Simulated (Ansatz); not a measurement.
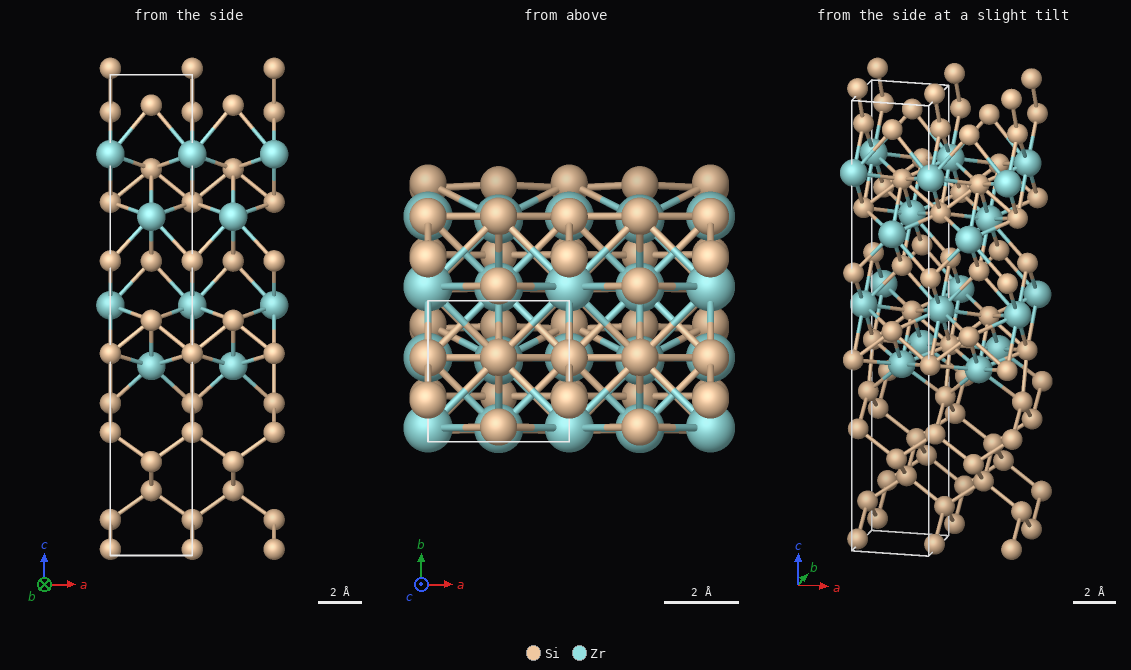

A ball-and-stick picture of a periodic stack of two materials, seen from the side, from above and from the side at a slight tilt; the box is the simulation cell in a reduced setting, and 2×2 cells are drawn in the plane (a layer on the cell's face shows at both ends).

> Give the two components and their Miller indices.

Si (1 0 0) (Fd-3m, 6 atoms) and ZrSi2 (0 1 0) (Cmcm, 12 atoms).

> Give the in-plane cell and the period of the stack.

The in-plane vectors are 3.87 and 3.87 Å long, those of Si, to which ZrSi2 is strained; the stack repeats after 22.7 Å.

The atoms and the stacking vector were relaxed with DFT PBE, scalar-relativistic, plane waves, PAW (Ansatz 0.2.0), the in-plane cell held. The two parents, named as they started, are listed structures, not always the stable forms, and thin layers can change their stacking on relaxation.
